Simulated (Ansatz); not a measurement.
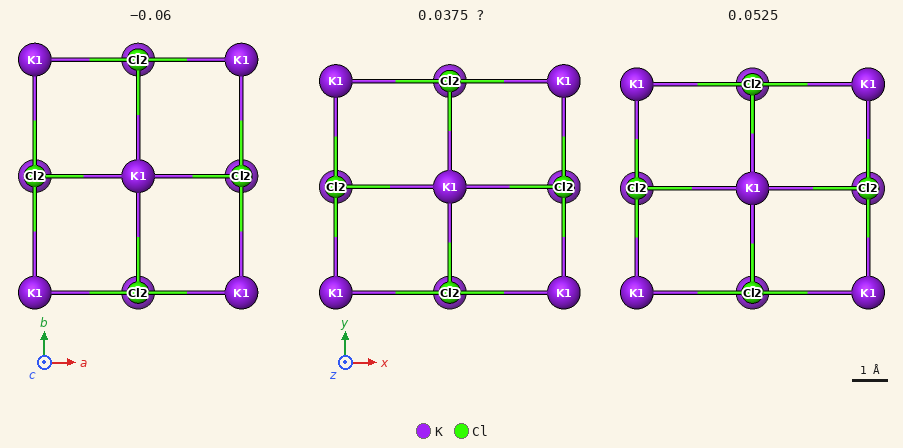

Crystalline KCl (Fm-3m): the cell is strained along x and oppositely along y, with the atoms kept at their fractional coordinates. x, y and z are the Cartesian axes of the input. A ball-and-stick model of the conventional cell (4 times the calculation's cell), seen along the c axis. Lengths and directions refer to the drawn axes.

Method: Ansatz 0.2.0, DFT PBEsol, scalar-relativistic, plane waves, PAW. Set-up: plane-wave cutoff 420 eV; k-point mesh 6 × 6 × 6; occupations gaussian; smearing width 0.05 eV; no spin polarisation. Energies (free energies at the smearing named) are counted from the cell as listed in its source, which wasn't relaxed.

```csv
strain,energy change (meV/atom)
−0.0600,22.6
−0.0300,5.4
0.0000,0.0
0.0075,0.3
0.0150,1.3
0.0225,3.0
0.0375,?
0.0450,12.3
0.0525,17.0
```

**Estimate the missing energy from the other rows, and compare with the calculation.**

A straight line between the two neighbours gives 9.2 meV/atom. A cubic through the four nearest rows (0.0150, 0.0225, 0.0450, 0.0525) gives, with Lagrange weights, (−0.2000)(1.3) + (0.5000)(3.0) + (1.0000)(12.3) + (−0.3000)(17.0) = 8.4 meV/atom. The calculation gives 8.5 meV/atom, so the cubic is 0.1 meV/atom too low and the straight line 0.7 meV/atom too high, as the curve bends upwards here.

The whole profile:

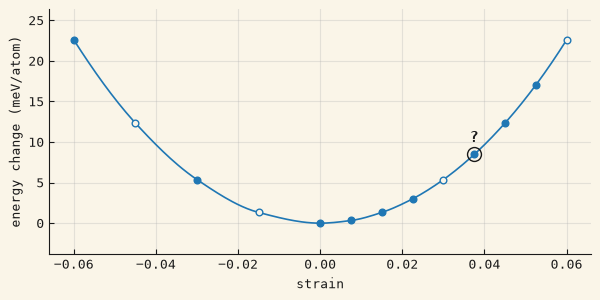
